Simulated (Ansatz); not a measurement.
Input of the run:

```yaml
crystal:
  lattice:
    - [5.196, 0.0, 0.0]
    - [-2.598, 4.4998679981, 0.0]
    - [0.0, 0.0, 2.911]
  atoms:
    - { symbol: Ta, position: [0.0, 0.0, 0.0] }
    - { symbol: Ta, position: [0.6666666667, 0.3333333333, 0.5] }
    - { symbol: Ta, position: [0.3333333333, 0.6666666667, 0.5] }
    - { symbol: "N", position: [0.0, 0.39285, 0.0] }
    - { symbol: "N", position: [0.60715, 0.60715, 0.0] }
    - { symbol: "N", position: [0.39285, 0.0, 0.0] }
hamiltonian:
  xc: pbe
  pseudopotentials: { kind: paw_fr }
magnetization:
  noncollinear: true
  spin_orbit: true
kpoints:
  mp_grid: { grid: [5, 5, 7] }
  band_path:
    path:
      - [[0.0, 0.0, 0.0], [0.5, 0.0, 0.0], [0.3333333333, 0.3333333333, 0.0], [0.0, 0.0, 0.0], [0.0, 0.0, 0.5], [0.5, 0.0, 0.5], [0.3333333333, 0.3333333333, 0.5], [0.0, 0.0, 0.5]]
      - [[0.5, 0.0, 0.5], [0.5, 0.0, 0.0]]
      - [[0.3333333333, 0.3333333333, 0.0], [0.3333333333, 0.3333333333, 0.5]]
    npoints: 14
scf:
  occupations: { method: fermi_dirac, width: 0.05 }
  n_extra_bands: 15
output:
  forces: true
  stress: true
  eigenvalues: true
  fatbands: true
```

System: TaN, space group P-62m (No. 189), 6 atoms in the cell.

Computed with Ansatz: PBE, Ansatz PAW, spin-orbit coupling, no magnetisation, 5×5×7 k mesh, 420 eV cutoff, Fermi-Dirac smearing of 0.05 eV.

What does the calculation give for the electronic structure? The path is Γ–M–K–Γ–A–L–H–A|L–M|K–H.

A metal: 4 spinor bands cross the Fermi level along this path (the two partners of a degenerate pair count as two). Bands cross the Fermi level on Γ–M, K–Γ, Γ–A, A–L and H–A, and not on M–K, L–H, L–M and K–H. At K the nearest levels lie 2.51 eV below and 1.18 eV above the Fermi level.

The k mesh is thin for a metal, so its Fermi level is uncertain. The cell is at 5 GPa in this functional.

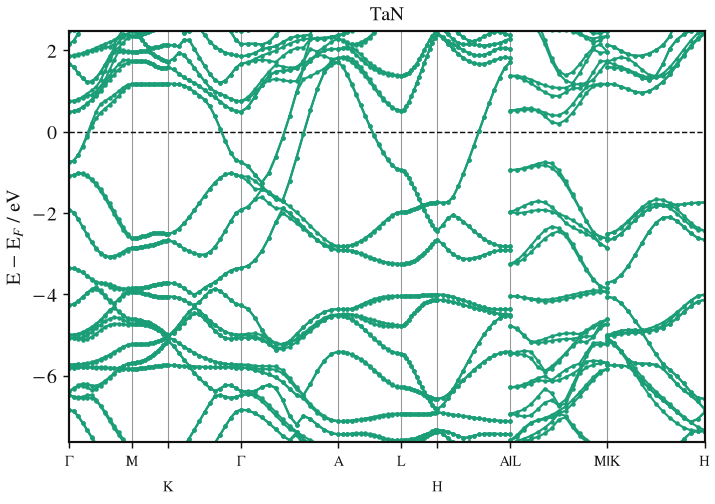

Band structure. Energies are counted from the Fermi level.
